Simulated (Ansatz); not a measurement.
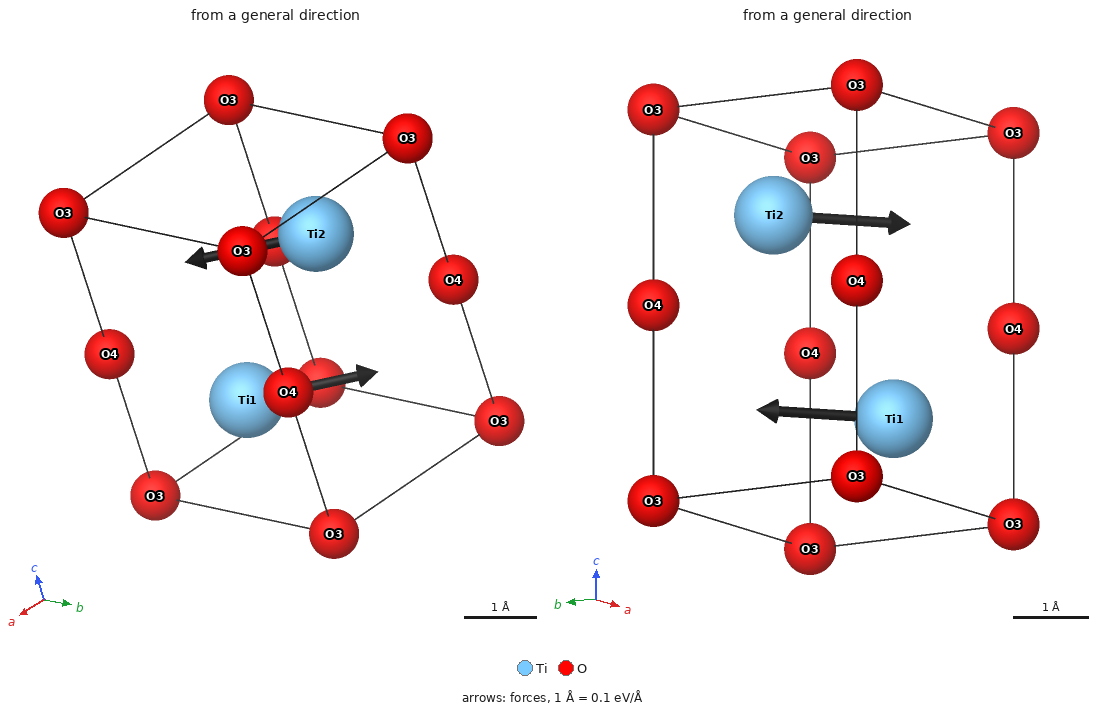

Structure drawing (spheres-only), viewed from two general directions. The cell (the run's own, in a reduced setting) is outlined; an atom on or near a face, edge or corner is repeated at each equivalent position. The arrows are the computed forces on the atoms.

System: TiO. Level of theory and settings: DFT r2SCAN+U, scalar-relativistic, plane waves, PAW in Ansatz 0.2.0, a cutoff energy of 500 eV, k-points about 0.21 Å⁻¹ apart, Gaussian smearing of 0.03 eV, U_eff = 4.00 eV on Ti d, no spin polarisation.

Question: Would an optimiser stop at this geometry?

Answer: No. The atoms still feel forces of up to about 0.14 eV/Å, above a usual threshold of 0.01 to 0.03 eV/Å.

Question: Find the atom with the largest force.

Answer: Ti1 and Ti2, about 0.14 eV/Å.

Starting structure: a structure listed in the Materials Project. The cell was then strained or its atoms displaced on purpose. It went into a calculation with Ansatz.
